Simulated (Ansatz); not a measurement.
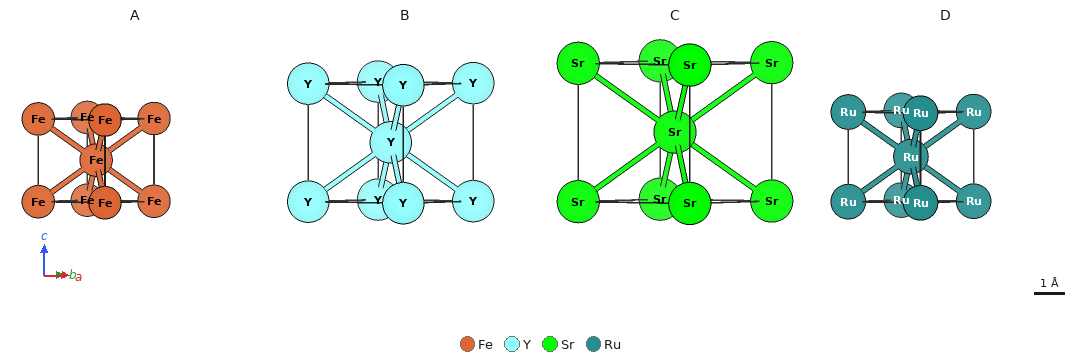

One structure type (space group Im-3m for the parent) with different elements on its sites, each relaxed in cell and atoms to zero pressure (within 0.1 GPa). A ball-and-stick model of the conventional cell (2 times the calculation's cell), seen from a free direction. Lengths and directions refer to the drawn axes.

The calculation used Ansatz 0.2.0, DFT PBEsol, scalar-relativistic, plane waves, PAW. (plane-wave cutoff 420 eV; occupations gaussian; smearing width 0.1 eV) The k-mesh is chosen for each cell (20×20×20, 14×14×14, 12×12×12). Spin polarisation is switched on in some of the runs only.

> Give the formulas, and rank the crystals by volume per atom, smallest first.

A = Fe (10.8 Å³), D = Ru (13.7 Å³), B = Y (31.3 Å³), C = Sr (50.5 Å³).
